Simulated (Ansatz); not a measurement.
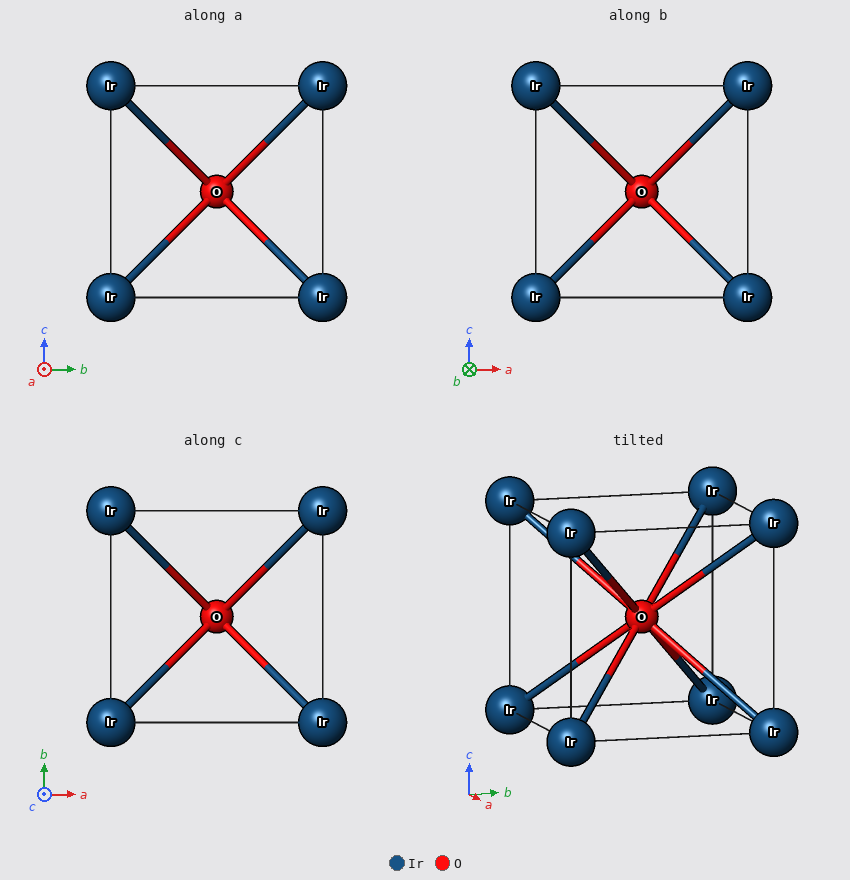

This ball-and-stick model is shown along the a axis, along the b axis, along the c axis and slightly off an axis. The conventional unit cell is outlined; an atom on or near a face, edge or corner is repeated at each equivalent position.

Lattice parameters: a = 2.8108 Å, b = 2.8108 Å, c = 2.8108 Å, α = 90.000°, β = 90.000°, γ = 90.000°.

**Put the structure into a CIF in P1 with every atom of the cell.**

```cif
data_structure
_symmetry_space_group_name_H-M 'P 1'
_symmetry_Int_Tables_number 1
_cell_length_a 2.8108
_cell_length_b 2.8108
_cell_length_c 2.8108
_cell_angle_alpha 90.000
_cell_angle_beta 90.000
_cell_angle_gamma 90.000
_cell_volume 22.21
loop_
_atom_site_label
_atom_site_type_symbol
_atom_site_fract_x
_atom_site_fract_y
_atom_site_fract_z
_atom_site_occupancy
Ir1 Ir 0.0000 0.0000 0.0000 1
O1 O 0.5000 0.5000 0.5000 1
```

The starting point was a structure type filled with these elements by a generator (whether the compound takes this form wasn't checked). The geometry comes from a coarse first relaxation with DFT PBE, scalar-relativistic, plane waves, PAW in Ansatz 0.2.0.
